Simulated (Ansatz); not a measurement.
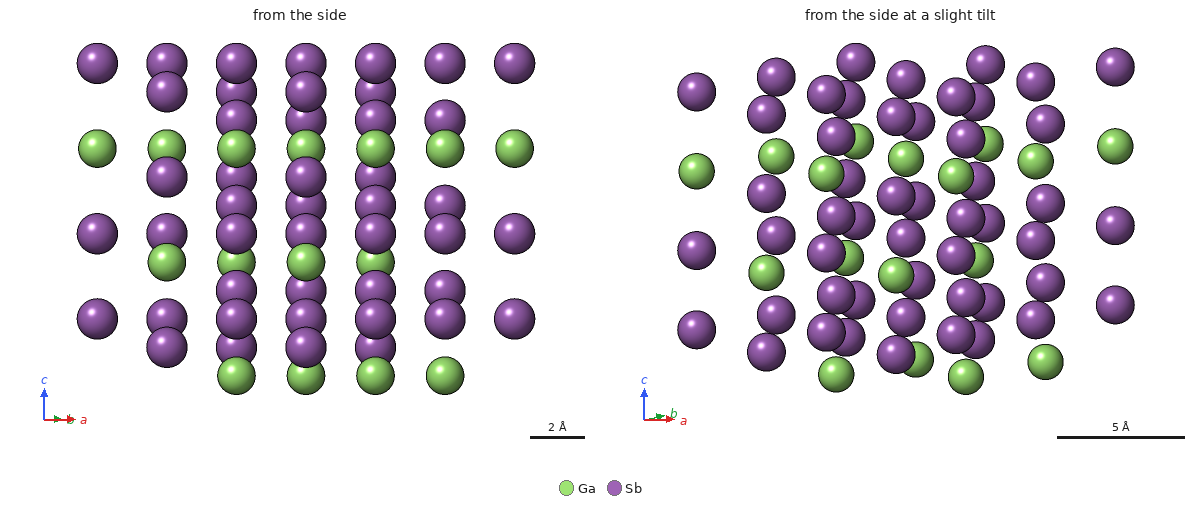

A spheres-only picture of a periodic slab, seen from the side and from the side at a slight tilt. The surface normal points up in side views; the vacuum is left out. 2×2 cells are drawn in the plane, with atoms at the edges repeated.

The cell holds 3 Ga, 9 Sb.

**Are the two faces alike, and what ends them?**

The top face ends in Sb, the bottom face in Ga. The faces differ, so the slab can carry a dipole.

**Read the thickness off the scale bar.**

About 12 Å from the lowest to the highest atom.

**State the number of planes and their content from above.**

Twelve planes: Sb / Sb / Sb / Ga / Sb / Sb / Sb / Ga / Sb / Sb / Sb / Ga.

Starting structure: a structure listed in the Materials Project. The cell was then strained or its atoms displaced on purpose. It went into a calculation with Ansatz.

At this level of theory the run's own cell isn't at rest (forces up to 0.7 eV/Å), so its distances can differ from those at equilibrium, the more so the softer the solid.
